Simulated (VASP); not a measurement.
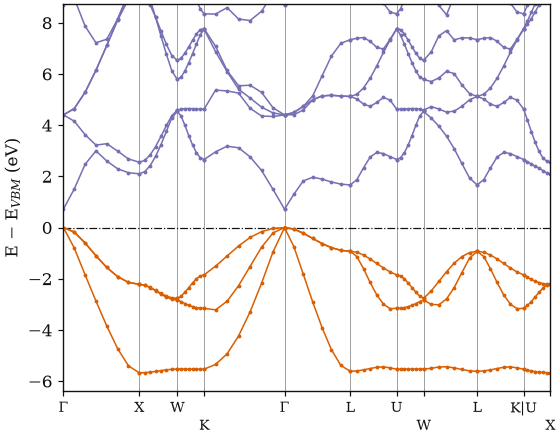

Band structure. Energies are counted from the top of the valence band.

> Which Bravais lattice do the labels of the path belong to?

A face-centred cubic lattice: the path Γ–X–W–K–Γ–L–U–W–L–K|U–X runs through the special points of its Brillouin zone.

System: zincblende InP, space group F-43m, 2 atoms in the primitive cell.

```
In P
1.0
     0.00000    2.97890    2.97890
     2.97890    0.00000    2.97890
     2.97890    2.97890    0.00000
In P
1 1
Direct
  0.00000 0.00000 0.00000
  0.25000 0.25000 0.25000
```

Level of theory: PBE-EpsX, a hybrid whose share of exact exchange is set to 1/ε∞, VASP PAW PBE potentials, release 64 (In_d, P), no spin polarisation, no spin-orbit coupling, 6×6×6 k mesh, 520 eV cutoff; code VASP 6.6.1.

> Is there a gap? Give its size, its kind and where the band edges lie.

The material is gapped. The gap along this path is 0.72 eV and direct: both edges lie at Γ.

> What are the direct gaps at L, K and W?

The direct gaps are 2.59 eV at L, 4.51 eV at K and 7.31 eV at W.

> How many bands meet at the valence-band top?

Three bands meet at the valence-band top at Γ: it is triply degenerate (spin aside).

> How much do the top valence band and the lowest conduction band disperse along the path?

The top valence band spans 2.8 eV and the lowest conduction band 3.8 eV.

The PAW data sets were made with another functional. Spin-orbit coupling is left out, which matters for In. The k mesh is thin for exact exchange. The cell was derived from a database entry in an earlier step, so it needn't be the measured one.
